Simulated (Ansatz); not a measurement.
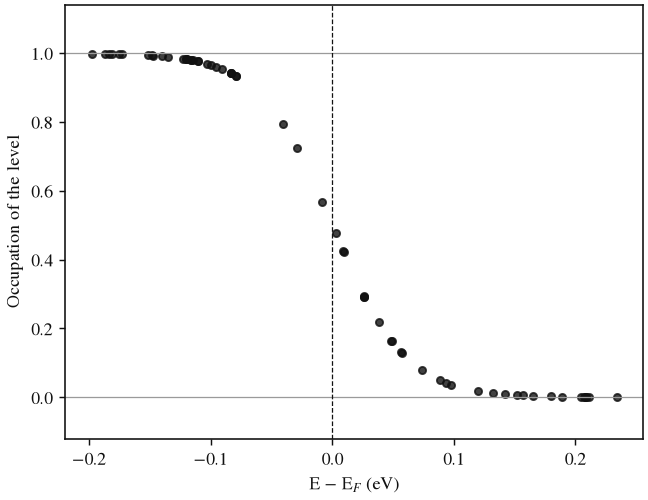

Occupations of the one-electron levels of the k mesh against their energy, from a run on Os, space group Fm-3m (No. 225), 1 atom in the cell, with Ansatz.

### Which smearing scheme was used (Fermi-Dirac, Gaussian, Methfessel-Paxton or cold), and about what width?

Fermi-Dirac smearing with a width of 0.03 eV. The occupations stay between 0 and 1 and have long exponential tails; the slope at the Fermi level is 1/(4 × width).
